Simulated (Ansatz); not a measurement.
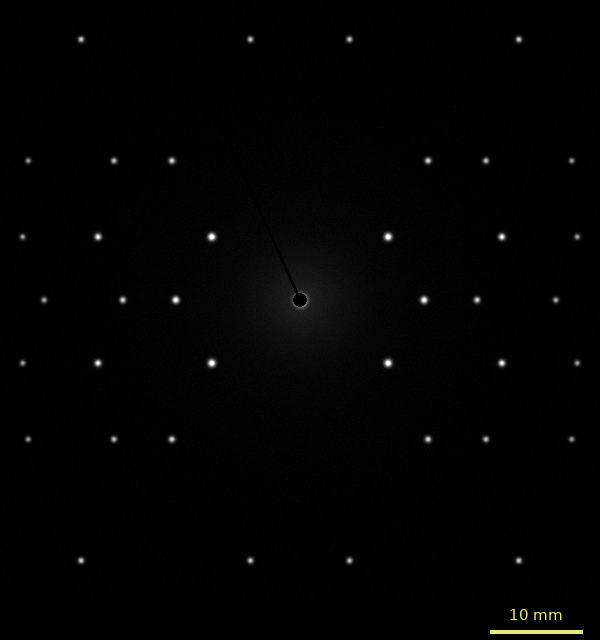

Simulated X-ray rotation photograph: Mo Kα radiation (λ = 0.7107 Å), cylindrical film of radius 28.65 mm unrolled, rotation axis vertical and normal to the beam, kinematic intensities without Lorentz or polarisation factors, the film spanning ±63° about the beam; spots down to d = 0.67 Å.

Q: Measure the layer lines and find the identity period along the axis.

A: The first layer line lies 6.9 mm from the equator, so tan ν = 0.242, sin ν = 0.236 and the period is λ/sin ν = 3.02 Å. Further lines follow at 15.3, 28.6 mm.

The crystal is C, space group Fm-3m (No. 225), a = 3.02 Å. Structure: the input geometry of an electronic-structure calculation (not necessarily at equilibrium); the starting structure was generated, so it need not be a known form of this composition.

Q: About which axis was it rotated?

A: About [001] (or an equivalent direction), whose length in the conventional cell is 3.016 Å.
